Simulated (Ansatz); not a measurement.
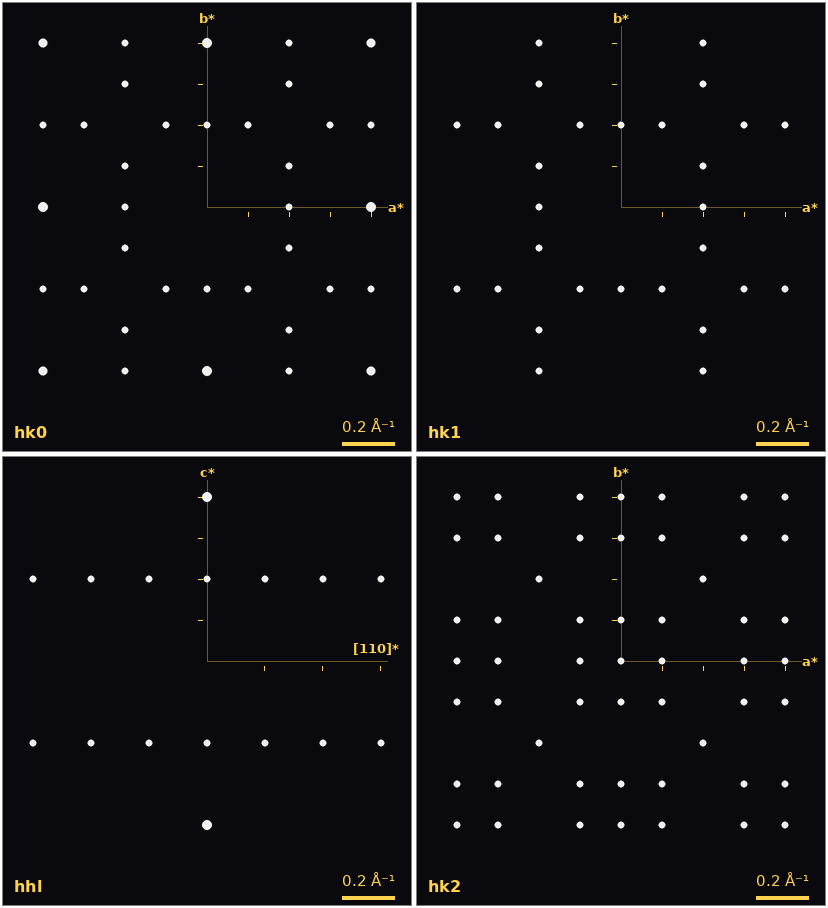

Simulated precession-type sections (neutrons; kinematic intensities, B = 0.5 Å²). The ticks mark integer indices of the conventional cell.

Q: What cell do the layers give?

A: a* = 0.159, b* = 0.159, c* = 0.159 Å⁻¹; the cell is cubic with a = 6.28 Å.

Q: Which reflection conditions do the layers show?

A: Reflections are present only under these conditions. hkl: no condition; hk0: no condition; hhl: l = 2n; h00: h = 2n. The lattice is primitive (P). Further gaps, such as 0 4 1, 4 0 1, 1 4 0, come from atoms on special positions, not from the group's general conditions. A few very weak reflections are below the display threshold.

Q: Which space groups fit?

A: The intensities have Laue symmetry m-3m (the hk0 layer shows 4mm, hk1 shows 4mm). With these conditions the candidates are P-43n (No. 218), Pm-3n (No. 223). Diffraction geometry alone does not choose among them; the structure has Pm-3n. The compound is Pb. Structure: coordinates from a relaxation with Ansatz, DFT, PBEsol, plane waves (420 eV) with PAW, scalar-relativistic; the starting structure was generated, so it need not be a known form of this composition.
